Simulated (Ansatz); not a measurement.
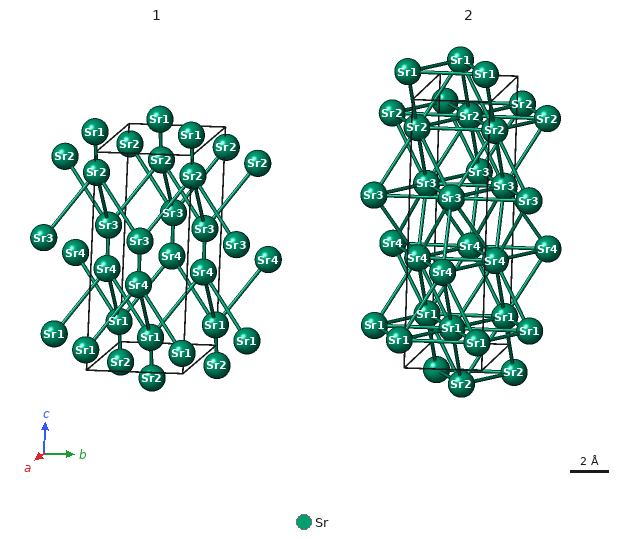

Two geometries of solid Sr (built on the F_12 type) (coarse preliminary run), drawn at one scale. One is the start of a relaxation, the other its converged end. Style: ball-and-stick. Shown: the conventional cell (2 times the calculation's cell), slightly off an axis. Lengths and directions refer to the drawn axes.

The calculation used Ansatz 0.2.0, DFT PBE, scalar-relativistic, plane waves, PAW. Settings: plane-wave cutoff 420 eV; k-point mesh 4 × 4 × 2; occupations gaussian; smearing width 0.1 eV; no spin polarisation; cell and atoms relaxed; force threshold 0.04 eV/Å; at most 70 steps.

**Which geometry has the lower energy?**

Structure 2 is the relaxed one. Case: F type (C2/m, No. 12). After 11 accepted moves (12 points after the start) the energy has fallen by 9.759 eV per cell of the calculation. The largest force component goes from 8.9 to 0.033 eV/Å. Pressure: 4.80 GPa at the start and 0.05 GPa at the end. The SCF was repeated once at an unchanged geometry on a basis and grid sized afresh for the cell, which shifted the energy by 2.6 meV per cell of the calculation at most. The largest moves relative to the cell, 1.14 Å, are those of Sr1 and Sr2. Sr1 goes roughly along +a. The drawn cell changes as follows: a 8.828 → 7.339 Å (−16.9 %), b 5.264 → 4.237 Å (−19.5 %), c 11.691 → 14.372 Å (+22.9 %), β 102.2° → 100.0°; the volume changes by −17.1 %. Some distances before and after: Sr3–Sr4 2.321 → 4.326 Å, Sr1–Sr2 2.311 → 4.260 Å, Sr1–Sr1 5.264 → 4.237 Å, Sr1–Sr2 (another image) 5.313 → 4.295 Å. New bonds form: Sr1–Sr2 (5.31 → 4.29 Å), Sr3–Sr4 (5.31 → 4.35 Å). Bond angles that change, for instance: Sr1–Sr2–Sr3 147.1° → 179.8°, Sr2–Sr3–Sr4 127.1° → 111.4°, Sr1–Sr2–Sr3 134.8° → 120.9°. The space group stays C2/m (No. 12).
